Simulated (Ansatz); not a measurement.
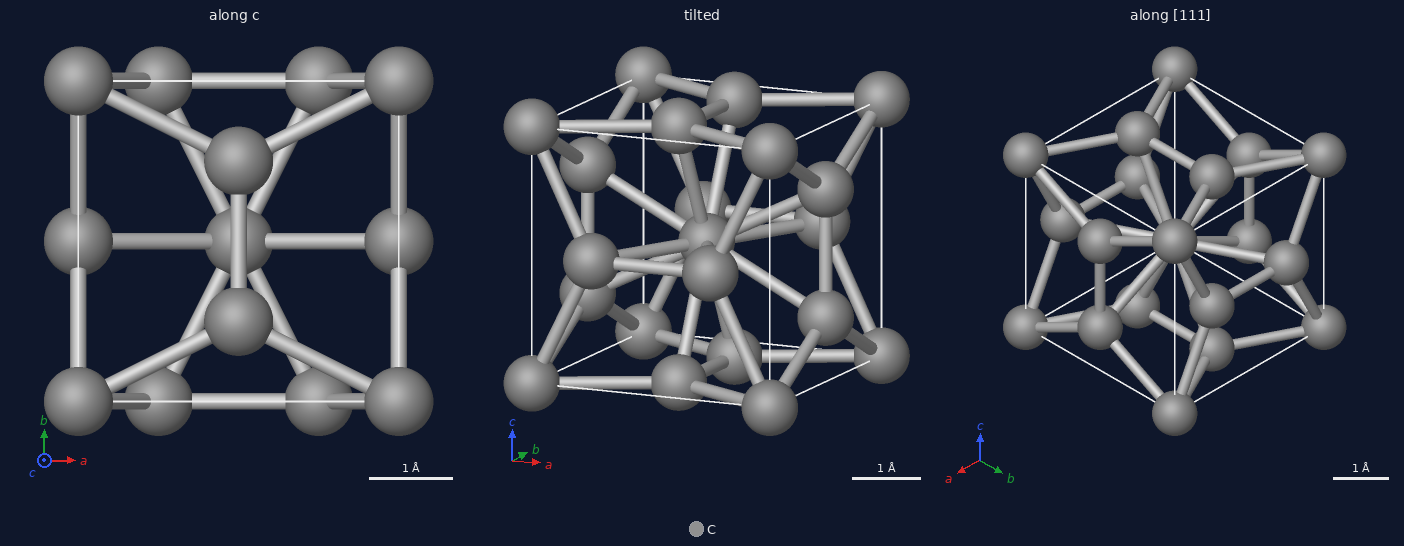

Structure drawing (ball-and-stick), viewed along the c axis, slightly off an axis and along [111]. The lines enclose the conventional unit cell; boundary atoms appear with their images.

What is the number of atoms per cell?

8 (carbon), counting shared atoms by their share.

Lattice type?

Primitive cubic.

State the space group and its number.

Pm-3n (No. 223), with C on 2a and C on 6c.

Which known structure type is this?

Β-tungsten (A15) type.

Does the bonding give isolated units, chains, sheets or a framework?

The bonds build a three-dimensional framework.

The model was built from a textbook structure type filled with this element (whether it is the usual form wasn't checked). Earlier steps of the study may have refined or changed the cell and positions. It was the input of a calculation with Ansatz.
